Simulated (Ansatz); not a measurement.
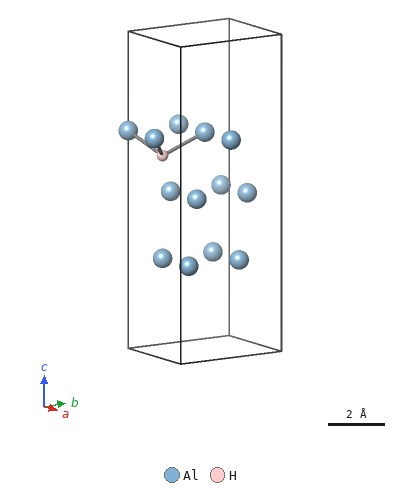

Figure 1. The input geometry (ball-and-stick view of the cell of the calculation, with the vacuum cut short, seen slightly off an axis). An atom can appear more than once, as a periodic image.

Geometry relaxation of Al$_{12}$H (part 1 of 2)

- system: Al$_{12}$H (slab, 13 atoms in the cell)
- method: DFT LDA, scalar-relativistic, plane waves, PAW, no spin polarisation (Ansatz 0.2.0)

The structure derives from an entry of the Crystallography Open Database. The input holds or restrains some coordinates. Forces given for the steps count only the free coordinates.

## Input file
```yaml
crystal:
  lattice:
    - [5.6336864728, 0.0, 0.0]
    - [-2.8168432364, 4.8789156024, 0.0]
    - [0.0, 0.0, 20.0321727773]
  atoms:
    - { symbol: Al, position: [0.3333333333, 0.1666666667, 0.1996787889] }
    - { symbol: Al, position: [0.3333333333, 0.6666666667, 0.1996787889] }
    - { symbol: Al, position: [0.8333333333, 0.1666666667, 0.1996787889] }
    - { symbol: Al, position: [0.8333333333, 0.6666666667, 0.1996787889] }
    - { symbol: Al, position: [0.1666666667, 0.3333333333, 0.312809709] }
    - { symbol: Al, position: [0.1666666667, 0.8333333333, 0.312809709] }
    - { symbol: Al, position: [0.6666666667, 0.3333333333, 0.312809709] }
    - { symbol: Al, position: [0.6666666667, 0.8333333333, 0.312809709] }
    - { symbol: Al, position: [0.0, 0.0, 0.4259234818] }
    - { symbol: Al, position: [0.0, 0.5, 0.4259234818] }
    - { symbol: Al, position: [0.5, 0.0, 0.4259234818] }
    - { symbol: Al, position: [0.5, 0.5, 0.4259234818] }
    - { symbol: H, position: [0.3333333333, 0.1666666667, 0.3862802319] }
basis:
  ecutwfc: 420
kpoints:
  mp_grid: { grid: [6, 6, 1] }
hamiltonian:
  xc: lda
scf:
  occupations: { method: gaussian, width: 0.1 }
output:
  forces: true
  eigenvalues: true
relax:
  adjacent_minimum: "off"
  f_tol: 0.025
  max_steps: 16
  constraints:
    - { sites: [0, 1, 2, 3, 4, 5, 6, 7, 8, 9, 10, 11] }
    - { sites: [12], fix: xy }
efield:
  axis: 3
  dipole_correction: true
  ramp_width: 0.04
```

Command:
```bash
ansatz run input.yaml --threads 1 --pin off --max-ram 3072MiB --backend cpu --events-out ev --progress --plain --runs-dir out
```

## Output
```
Engine: ansatz 0.2.0, x86_64-unknown-linux-gnu
Pseudopotentials: kind: paw
Pseudopotential: Al, paw, valence charge 3, recommended cutoff 420 eV (normal), Al.paw.azcp
Pseudopotential: H, paw, valence charge 1, recommended cutoff 420 eV (normal), H.paw.azcp
Functional definition: SPW92
  exchange = slater_x
  correlation = pw_c
Crystal: 13 atoms, lattice volume = 550.610 Å³
Basis set: ecut = 420 eV, 10795 PW (Γ)
Bands: 32, of which v1, the nominal top of the filled ones, is band 19 counted from 1 (18 counted from 0)
Symmetry: 6 space group operations
Space group: P3m1 (ITA 156), of the structure as read, at distance tolerance 8.2e-5 Å
k-points: 7 of 36 (time reversal used)
Non-local potential: Al, projectors of the file, l = 0: 2, l = 1: 2, l = 2: 1
Non-local potential: H, projectors of the file, l = 0: 2, l = 1: 1
PAW form: soft (Blöchl's): semilocal exchange-correlation on the pseudo side does not see the compensation charge
PAW frozen core: Al, regenerated for the run's functional, and the local potential with it (the file was generated under x = pbe(κ = 0.804, μ = 0.2195149727645171), c = pbe(β = 0.06672455060314922))
PAW one-centre angular grid: Al, 110 points (default); XC on 64 Gauss nodes
PAW one-centre angular grid: H, 110 points (default); XC on 64 Gauss nodes
Initial density: superposition of atomic densities (neutral atoms: chi_scale 0, normalization atom), corrected by the library's trained network
Initial wavefunctions: pseudopotential atomic-orbital guess
Functional: x = slater, c = lda
SCF iter   1: F=—  HF=-6166.179280 eV  |F-HF|=—  |Δ(HF+E_count)|=         —  Δρ=3.55e-3  dr2=5.95e-1  ethr=1.77e-3  p=-0.023 e·Å  D=-7.49e-3 V/Å  ΔV_dip=0.15 eV  dr2_dipole=1.07e-4  V_vac-E_F(+/−)=4.45/4.30 eV  ⟨swp⟩=13.6  Hψ=1546  notcnv=0
efield: sawtooth ramp at fractional position 0.7928 (placed from the atoms, in the widest stretch of the axis that holds none; the zero of the levels goes with the place), width 0.0400; the density the first Hamiltonian is built on has a dipole p = -0.023 e·Å; the dipole correction subtracts the counter field D = -7.49e-3 V/Å, which shifts the + side's vacuum level by +0.15 eV against the − side's; the planar-averaged density in the ramp window peaks in size at 1.5e-5 e/Å³
preconditioner: auto → LDOS  [insulator: Δε(μ)=0.196 eV  Ē_g=6.676 eV  σ=0.100 eV  W_gap=0.59  n_scr=52 (ndim 8)  ℏωp=9.6 eV  f_vac=0.521  D(μ)=6.63/eV (n_scr^D=38)  ε∞_Penn≈3.1  β→1.0]
SCF iter   2: F=—  HF=-6166.093500 eV  |F-HF|=—  |Δ(HF+E_count)|=   8.58e-2  Δρ=1.45e-3  dr2=2.95e-2  ethr=1.61e-3  p=-0.008 e·Å  D=-2.65e-3 V/Å  ΔV_dip=0.05 eV  dr2_dipole=3.07e-3  V_vac-E_F(+/−)=4.11/4.06 eV  ⟨swp⟩=2.3  Hψ=336  notcnv=0  defer=31
SCF iter   3: F=—  HF=-6166.092952 eV  |F-HF|=—  |Δ(HF+E_count)|=   5.48e-4  Δρ=5.01e-4  dr2=7.19e-3  ethr=7.97e-5  p=-0.006 e·Å  D=-1.87e-3 V/Å  ΔV_dip=0.04 eV  dr2_dipole=1.47e-9  V_vac-E_F(+/−)=4.09/4.05 eV  ⟨swp⟩=2.4  Hψ=349  notcnv=0  defer=34
SCF iter   4: F=—  HF=-6166.092182 eV  |F-HF|=—  |Δ(HF+E_count)|=   7.70e-4  Δρ=1.35e-4  dr2=6.57e-4  ethr=1.94e-5  p=-0.004 e·Å  D=-1.43e-3 V/Å  ΔV_dip=0.03 eV  dr2_dipole=1.03e-4  V_vac-E_F(+/−)=4.06/4.03 eV  ⟨swp⟩=2.9  Hψ=360  notcnv=0  defer=34
SCF iter   5: F=—  HF=-6166.092145 eV  |F-HF|=—  |Δ(HF+E_count)|=   3.73e-5  Δρ=4.17e-5  dr2=2.43e-5  ethr=1.77e-6  p=-0.005 e·Å  D=-1.58e-3 V/Å  ΔV_dip=0.03 eV  dr2_dipole=7.95e-7  V_vac-E_F(+/−)=4.06/4.03 eV  ⟨swp⟩=2.4  Hψ=314  notcnv=0  defer=34
SCF iter   6: F=-6166.092139 eV  HF=-6166.092143 eV  |F-HF|=3.84e-6  |Δ(HF+E_count)|=   2.49e-6  Δρ=1.52e-5  dr2=5.46e-6  ethr=4.22e-8  p=-0.005 e·Å  D=-1.56e-3 V/Å  ΔV_dip=0.03 eV  dr2_dipole=6.13e-7  V_vac-E_F(+/−)=4.06/4.03 eV  ⟨swp⟩=21.4  Hψ=1535  notcnv=0
SCF 1 converged in 6 iterations: F = -6166.092139 eV  dr2 = 5.46e-6
  greatest PAW one-centre occupation: 0.476 electrons in one spin orbital (limit 2), on the Al atom at site 11 (counted from 0), in its partial waves of l = 0
relax step   1: F+E_penalty+E_count = -6166.09213870 eV  Δ(F+E_penalty+E_count) = +0.000e0 eV  max|allowed force component| = 2.683e-1 eV/Å  Δτ_max = 0.0000 Å  (6 SCF iters, dr2 threshold 1.56e-5 eV, accepted)
Initial density: handed on by an earlier stage of this run
Initial wavefunctions: those handed on with the density
iter 1 solved again at ethr=8.64e-6 eV; its pass at ethr=3.10e-3 eV (dr2=3.19e-3 eV) is discarded
SCF iter   1: F=—  HF=-6166.105546 eV  |F-HF|=—  |Δ(HF+E_count)|=         —  Δρ=8.68e-4  dr2=3.38e-3  ethr=8.64e-6  p=-0.005 e·Å  D=-1.56e-3 V/Å  ΔV_dip=0.03 eV  dr2_dipole=9.97e-6  V_vac-E_F(+/−)=4.07/4.04 eV  ⟨swp⟩=2.3  Hψ=769  notcnv=0  defer=24
efield: sawtooth ramp at fractional position 0.7928 (handed on by an earlier solve), width 0.0400; the density the first Hamiltonian is built on has a dipole p = -0.005 e·Å; the dipole correction subtracts the counter field D = -1.56e-3 V/Å, which shifts the + side's vacuum level by +0.03 eV against the − side's; the planar-averaged density in the ramp window peaks in size at 4.4e-7 e/Å³
preconditioner: auto → LDOS  [metal: Δε(μ)=0.033 eV  Ē_g=6.607 eV  σ=0.100 eV  W_gap=0.18  n_scr=52 (ndim 8)  ℏωp=9.6 eV  f_vac=0.523  D(μ)=6.61/eV (n_scr^D=38)  β→1.0]
SCF iter   2: F=—  HF=-6166.104604 eV  |F-HF|=—  |Δ(HF+E_count)|=   9.43e-4  Δρ=2.01e-4  dr2=4.37e-4  ethr=8.64e-6  p=-0.005 e·Å  D=-1.75e-3 V/Å  ΔV_dip=0.04 eV  dr2_dipole=1.23e-6  V_vac-E_F(+/−)=4.07/4.04 eV  ⟨swp⟩=2.1  Hψ=313  notcnv=0  defer=24
SCF iter   3: F=—  HF=-6166.104583 eV  |F-HF|=—  |Δ(HF+E_count)|=   2.02e-5  Δρ=6.77e-5  dr2=3.99e-5  ethr=1.18e-6  p=-0.005 e·Å  D=-1.58e-3 V/Å  ΔV_dip=0.03 eV  dr2_dipole=1.47e-7  V_vac-E_F(+/−)=4.07/4.04 eV  ⟨swp⟩=2.0  Hψ=332  notcnv=0  defer=24
SCF iter   4: F=-6166.104584 eV  HF=-6166.104585 eV  |F-HF|=8.58e-7  |Δ(HF+E_count)|=   1.72e-6  Δρ=1.92e-5  dr2=3.29e-6  ethr=1.22e-8  p=-0.005 e·Å  D=-1.59e-3 V/Å  ΔV_dip=0.03 eV  dr2_dipole=2.65e-9  V_vac-E_F(+/−)=4.07/4.04 eV  ⟨swp⟩=18.7  Hψ=1453  notcnv=0
SCF 2 converged in 4 iterations: F = -6166.104584 eV  dr2 = 3.29e-6
relax step   2: F+E_penalty+E_count = -6166.10458421 eV  Δ(F+E_penalty+E_count) = -1.245e-2 eV  max|allowed force component| = 2.297e-1 eV/Å  Δτ_max = 0.0500 Å  (4 SCF iters, dr2 threshold 4.50e-6 eV, accepted)
SCF iter   1: F=—  HF=-6166.152441 eV  |F-HF|=—  |Δ(HF+E_count)|=         —  Δρ=3.40e-3  dr2=5.94e-2  ethr=1.46e-3  p=-0.005 e·Å  D=-1.59e-3 V/Å  ΔV_dip=0.03 eV  dr2_dipole=1.40e-3  V_vac-E_F(+/−)=4.09/4.06 eV  ⟨swp⟩=3.4  Hψ=617  notcnv=0  defer=28
efield: sawtooth ramp at fractional position 0.7928 (handed on by an earlier solve), width 0.0400; the density the first Hamiltonian is built on has a dipole p = -0.005 e·Å; the dipole correction subtracts the counter field D = -1.59e-3 V/Å, which shifts the + side's vacuum level by +0.03 eV against the − side's; the planar-averaged density in the ramp window peaks in size at 3.9e-7 e/Å³
preconditioner: auto → LDOS  [metal: Δε(μ)=0.037 eV  Ē_g=6.596 eV  σ=0.100 eV  W_gap=0.20  n_scr=52 (ndim 8)  ℏωp=9.6 eV  f_vac=0.523  D(μ)=8.10/eV (n_scr^D=52)  β→1.0]
SCF iter   2: F=—  HF=-6166.135256 eV  |F-HF|=—  |Δ(HF+E_count)|=   1.72e-2  Δρ=8.34e-4  dr2=7.27e-3  ethr=1.60e-4  p=-0.007 e·Å  D=-2.23e-3 V/Å  ΔV_dip=0.04 eV  dr2_dipole=5.97e-5  V_vac-E_F(+/−)=4.10/4.05 eV  ⟨swp⟩=2.0  Hψ=414  notcnv=0  defer=32
SCF iter   3: F=—  HF=-6166.134995 eV  |F-HF|=—  |Δ(HF+E_count)|=   2.61e-4  Δρ=2.80e-4  dr2=9.80e-4  ethr=1.96e-5  p=-0.005 e·Å  D=-1.60e-3 V/Å  ΔV_dip=0.03 eV  dr2_dipole=5.66e-5  V_vac-E_F(+/−)=4.08/4.05 eV  ⟨swp⟩=2.0  Hψ=328  notcnv=0  defer=32
SCF iter   4: F=—  HF=-6166.134890 eV  |F-HF|=—  |Δ(HF+E_count)|=   1.05e-4  Δρ=8.70e-5  dr2=8.43e-5  ethr=2.65e-6  p=-0.005 e·Å  D=-1.52e-3 V/Å  ΔV_dip=0.03 eV  dr2_dipole=1.73e-6  V_vac-E_F(+/−)=4.08/4.05 eV  ⟨swp⟩=2.0  Hψ=329  notcnv=0  defer=32
SCF iter   5: F=—  HF=-6166.134882 eV  |F-HF|=—  |Δ(HF+E_count)|=   7.83e-6  Δρ=2.97e-5  dr2=1.34e-5  ethr=2.28e-7  p=-0.005 e·Å  D=-1.57e-3 V/Å  ΔV_dip=0.03 eV  dr2_dipole=1.21e-8  V_vac-E_F(+/−)=4.08/4.05 eV  ⟨swp⟩=2.6  Hψ=323  notcnv=0  defer=32
SCF iter   6: F=-6166.134880 eV  HF=-6166.134881 eV  |F-HF|=6.17e-7  |Δ(HF+E_count)|=   1.32e-6  Δρ=8.16e-6  dr2=1.08e-6  ethr=8.91e-9  p=-0.005 e·Å  D=-1.52e-3 V/Å  ΔV_dip=0.03 eV  dr2_dipole=6.45e-8  V_vac-E_F(+/−)=4.08/4.05 eV  ⟨swp⟩=21.3  Hψ=1571  notcnv=0
SCF 3 converged in 6 iterations: F = -6166.134880 eV  dr2 = 1.08e-6
  greatest PAW one-centre occupation: 0.476 electrons in one spin orbital (limit 2), on the Al atom at site 8 (counted from 0), in its partial waves of l = 0
relax step   3: F+E_penalty+E_count = -6166.13488028 eV  Δ(F+E_penalty+E_count) = -3.030e-2 eV  max|allowed force component| = 7.817e-2 eV/Å  Δτ_max = 0.2000 Å  (6 SCF iters, dr2 threshold 3.30e-6 eV, accepted)
SCF iter   1: F=—  HF=-6166.145601 eV  |F-HF|=—  |Δ(HF+E_count)|=         —  Δρ=2.00e-3  dr2=2.32e-2  ethr=5.28e-4  p=-0.005 e·Å  D=-1.52e-3 V/Å  ΔV_dip=0.03 eV  dr2_dipole=1.01e-3  V_vac-E_F(+/−)=4.08/4.05 eV  ⟨swp⟩=2.9  Hψ=537  notcnv=0  defer=35
efield: sawtooth ramp at fractional position 0.7928 (handed on by an earlier solve), width 0.0400; the density the first Hamiltonian is built on has a dipole p = -0.005 e·Å; the dipole correction subtracts the counter field D = -1.52e-3 V/Å, which shifts the + side's vacuum level by +0.03 eV against the − side's; the planar-averaged density in the ramp window peaks in size at 2.3e-7 e/Å³
preconditioner: auto → LDOS  [metal: Δε(μ)=0.041 eV  Ē_g=6.593 eV  σ=0.100 eV  W_gap=0.23  n_scr=52 (ndim 8)  ℏωp=9.6 eV  f_vac=0.523  D(μ)=8.01/eV (n_scr^D=52)  β→1.0]
SCF iter   2: F=—  HF=-6166.138914 eV  |F-HF|=—  |Δ(HF+E_count)|=   6.69e-3  Δρ=5.38e-4  dr2=2.99e-3  ethr=6.28e-5  p=-0.006 e·Å  D=-1.85e-3 V/Å  ΔV_dip=0.04 eV  dr2_dipole=8.06e-5  V_vac-E_F(+/−)=4.08/4.04 eV  ⟨swp⟩=2.0  Hψ=414  notcnv=0  defer=34
SCF iter   3: F=—  HF=-6166.138881 eV  |F-HF|=—  |Δ(HF+E_count)|=   3.28e-5  Δρ=1.64e-4  dr2=4.50e-4  ethr=8.09e-6  p=-0.005 e·Å  D=-1.50e-3 V/Å  ΔV_dip=0.03 eV  dr2_dipole=3.69e-5  V_vac-E_F(+/−)=4.07/4.04 eV  ⟨swp⟩=2.0  Hψ=328  notcnv=0  defer=34
SCF iter   4: F=—  HF=-6166.138856 eV  |F-HF|=—  |Δ(HF+E_count)|=   2.48e-5  Δρ=4.41e-5  dr2=3.20e-5  ethr=1.22e-6  p=-0.004 e·Å  D=-1.45e-3 V/Å  ΔV_dip=0.03 eV  dr2_dipole=3.39e-6  V_vac-E_F(+/−)=4.07/4.04 eV  ⟨swp⟩=2.0  Hψ=315  notcnv=0  defer=34
SCF iter   5: F=—  HF=-6166.138855 eV  |F-HF|=—  |Δ(HF+E_count)|=   1.23e-6  Δρ=1.35e-5  dr2=4.15e-6  ethr=8.65e-8  p=-0.005 e·Å  D=-1.48e-3 V/Å  ΔV_dip=0.03 eV  dr2_dipole=9.20e-8  V_vac-E_F(+/−)=4.07/4.04 eV  ⟨swp⟩=2.4  Hψ=318  notcnv=0  defer=34
SCF iter   6: F=-6166.138855 eV  HF=-6166.138855 eV  |F-HF|=4.70e-9  |Δ(HF+E_count)|=   3.08e-7  Δρ=4.36e-6  dr2=2.59e-7  ethr=1.91e-9  p=-0.004 e·Å  D=-1.45e-3 V/Å  ΔV_dip=0.03 eV  dr2_dipole=5.29e-10  V_vac-E_F(+/−)=4.07/4.04 eV  ⟨swp⟩=18.1  Hψ=1459  notcnv=0
SCF 4 converged in 6 iterations: F = -6166.138855 eV  dr2 = 2.59e-7
relax step   4: F+E_penalty+E_count = -6166.13885475 eV  Δ(F+E_penalty+E_count) = -3.974e-3 eV  max|allowed force component| = 1.263e-2 eV/Å  Δτ_max = 0.1148 Å  (6 SCF iters, dr2 threshold 7.08e-7 eV, accepted)
iter 1 solved again at ethr=7.01e-10 eV; its pass at ethr=3.10e-3 eV (dr2=2.59e-7 eV) is discarded
SCF iter   1: F=—  HF=-6166.138855 eV  |F-HF|=—  |Δ(HF+E_count)|=         —  Δρ=4.35e-6  dr2=2.59e-7  ethr=7.01e-10  p=-0.004 e·Å  D=-1.45e-3 V/Å  ΔV_dip=0.03 eV  dr2_dipole=5.17e-10  V_vac-E_F(+/−)=4.07/4.04 eV  ⟨swp⟩=1.0  Hψ=616  notcnv=0
efield: sawtooth ramp at fractional position 0.7928 (handed on by an earlier solve), width 0.0400; the density the first Hamiltonian is built on has a dipole p = -0.004 e·Å; the dipole correction subtracts the counter field D = -1.45e-3 V/Å, which shifts the + side's vacuum level by +0.03 eV against the − side's; the planar-averaged density in the ramp window peaks in size at 5.1e-7 e/Å³
preconditioner: auto → LDOS  [metal: Δε(μ)=0.038 eV  Ē_g=6.590 eV  σ=0.100 eV  W_gap=0.21  n_scr=52 (ndim 8)  ℏωp=9.6 eV  f_vac=0.523  D(μ)=8.15/eV (n_scr^D=52)  β→1.0]
SCF iter   2: F=—  HF=-6166.138855 eV  |F-HF|=—  |Δ(HF+E_count)|=   1.42e-7  Δρ=2.28e-6  dr2=1.07e-7  ethr=7.00e-10  p=-0.004 e·Å  D=-1.46e-3 V/Å  ΔV_dip=0.03 eV  dr2_dipole=1.08e-10  V_vac-E_F(+/−)=4.07/4.04 eV  ⟨swp⟩=2.0  Hψ=289  notcnv=0
SCF iter   3: F=-6166.138855 eV  HF=-6166.138855 eV  |F-HF|=9.90e-9  |Δ(HF+E_count)|=  7.24e-10  Δρ=8.86e-7  dr2=1.70e-8  ethr=2.70e-10  p=-0.004 e·Å  D=-1.45e-3 V/Å  ΔV_dip=0.03 eV  dr2_dipole=2.61e-10  V_vac-E_F(+/−)=4.07/4.04 eV  ⟨swp⟩=6.0  Hψ=749  notcnv=0
SCF 5 converged in 3 iterations: F = -6166.138855 eV  dr2 = 1.70e-8
relax step   5: F+E_penalty+E_count = -6166.13885489 eV  Δ(F+E_penalty+E_count) = -1.365e-7 eV  max|allowed force component| = 1.273e-2 eV/Å  Δτ_max = 0.0000 Å  (3 SCF iters, accepted)
```

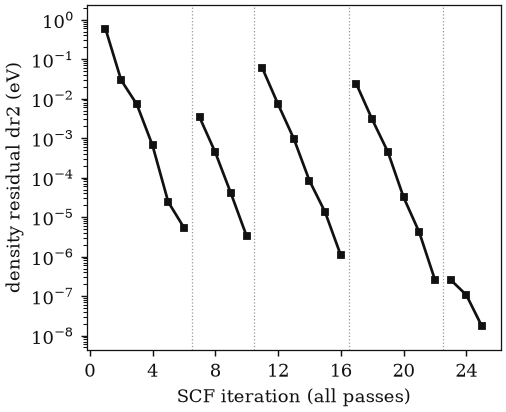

Figure 2. Convergence of the self-consistent field: density residual dr2 against the SCF iteration. The dotted lines part the SCF passes of the relaxation: geometry steps, rejected trials and re-solves on a re-selected basis. The 5 passes take 3 to 6 iterations each, 25 in all.
